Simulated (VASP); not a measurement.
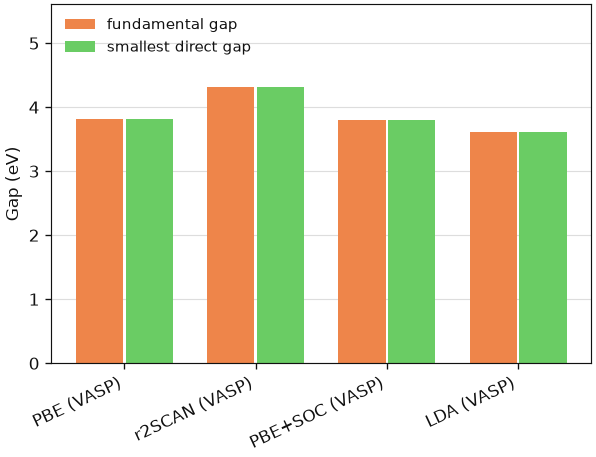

Gaps of HfO2, space group Fm-3m (No. 225), 3 atoms in the cell, fluorite type, at several levels of theory on one cell (VASP, plane waves and PAW; edges over the mesh and the special points).

Q: How does the gap depend on the level, and does its kind change?

A: In rising order: LDA (VASP) 3.61 eV, PBE+SOC (VASP) 3.80 eV, PBE (VASP) 3.82 eV and r2SCAN (VASP) 4.31 eV. It is direct at every level.
